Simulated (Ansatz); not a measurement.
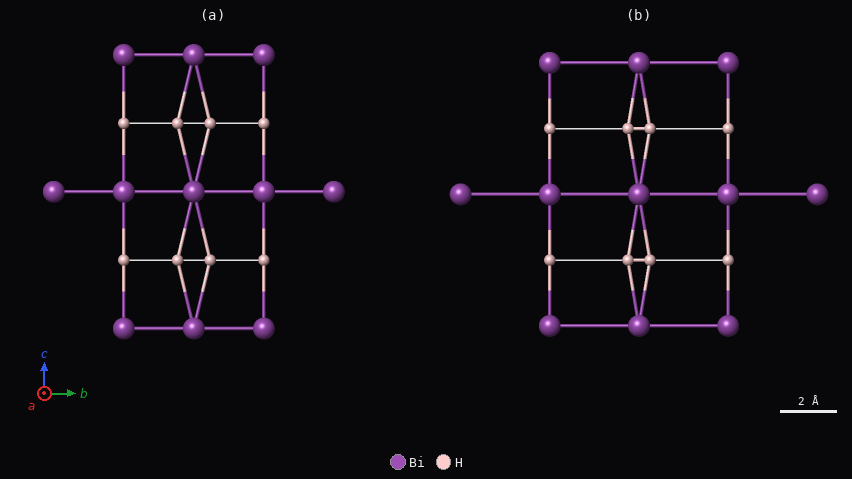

The structure of solid Bi$_{3}$H$_{5}$ (a generated structure, set up in P4/mmm) (coarse preliminary run) before (left) and after (right) a relaxation, at one scale.

The picture is a ball-and-stick view of the cell of the calculation, seen along the a axis.

The calculation used Ansatz 0.2.0, DFT PBE, scalar-relativistic, plane waves, PAW. (plane-wave cutoff 420 eV; k-point mesh 4 × 4 × 4; occupations gaussian; smearing width 0.1 eV; no spin polarisation; cell and atoms relaxed; force threshold 0.04 eV/Å; at most 70 steps)

Question: What changed between the two?

Answer: The largest moves relative to the cell, 0.35 Å, are those of H atoms. Bi stays in place. The volume changes by +56.0 %, with a = b 5.059 → 6.442 Å (+27.3 %), c 4.939 → 4.751 Å (−3.8 %). Near-neighbour distances that change, for instance: Bi–Bi 2.529 → 3.221 Å, H–H 1.177 → 0.797 Å, Bi–H 2.539 → 2.409 Å, Bi–H 2.470 → 2.375 Å. The space group stays P4/mmm (No. 123). Over 10 accepted moves (12 points after the start) the energy falls by 885 meV per atom. Largest force component: 2.6 eV/Å at the start, 0.033 eV/Å at the end. Pressure: 26.76 GPa at the start and 0.02 GPa at the end. The SCF was repeated twice at an unchanged geometry on a basis and grid sized afresh for the cell, which shifted the energy by 25.0 meV per atom at most.

Limits of the set-up: layers or molecules are held without a dispersion correction, so their spacing is unreliable.
